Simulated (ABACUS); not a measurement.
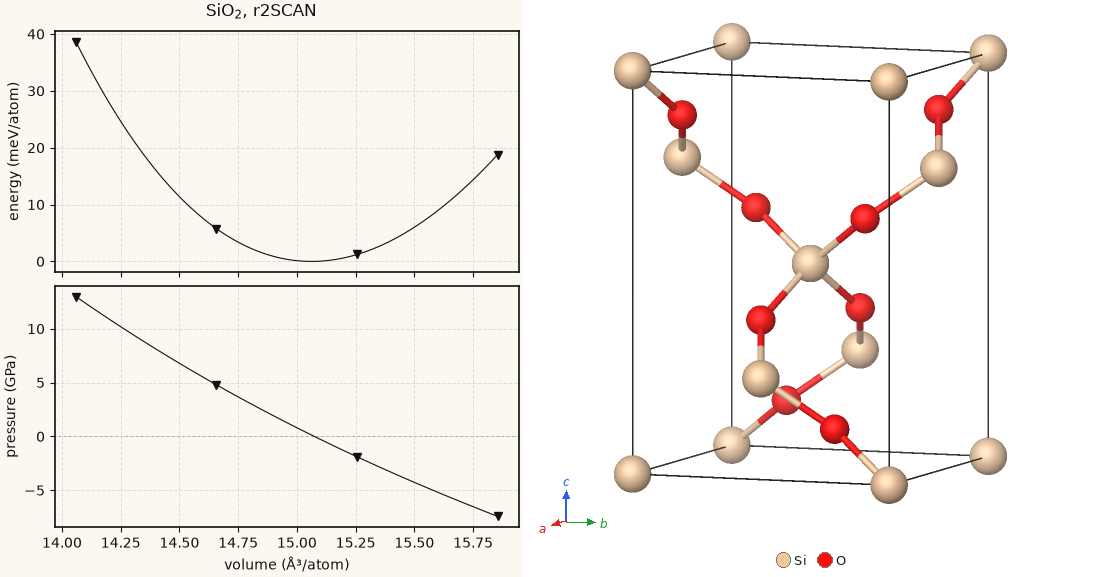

The picture above shows the energy and pressure against volume for SiO₂, space group I-42d (No. 122). The conventional cell is drawn beside the plot.

Starting cell:
```xyz
6
Lattice="-2.4773 2.4773 3.6557 2.4773 -2.4773 3.6557 2.4773 2.4773 -3.6557" Properties=species:S:1:pos:R:3 pbc="T T T"
Si    0.0000    2.4773    1.8278
Si    0.0000    0.0000    0.0000
O    -0.4795    3.7159    0.9139
O    -1.2386    1.9978    2.7418
O     1.2386    2.9568    2.7418
O     0.4795    1.2386    0.9139
```

Calculation (ABACUS 3.10.1): DFT in plane waves or numerical atomic orbitals with pseudopotentials, no spin polarisation; energies at scaled volumes of the given cell, shape and fractions fixed, counted from the fit's minimum, third-order Birch-Murnaghan fit. Level: r2SCAN.

k mesh 5×5×5; occupations Fermi–Dirac; smearing width 0.05 eV; potentials SG15 ONCV 1.2 PBE; wave cutoff 1320 eV; density cutoff 5279 eV; program settings basis pw.

Question: How stiff is the solid, and where is its volume at rest?

Answer: A third-order Birch–Murnaghan fit gives V0 = 15.06 Å³/atom, B0 = 161 GPa and B′ = 5.2.

Question: How does the pressure vary with volume?

Answer: It falls from 12.98 GPa at volume 14.06 Å³/atom to −7.42 GPa at 15.85 Å³/atom, and changes sign near 15.09 Å³/atom.

Note: shape and atomic fractions are frozen while scaling, which makes layered, chain and framework solids too stiff.
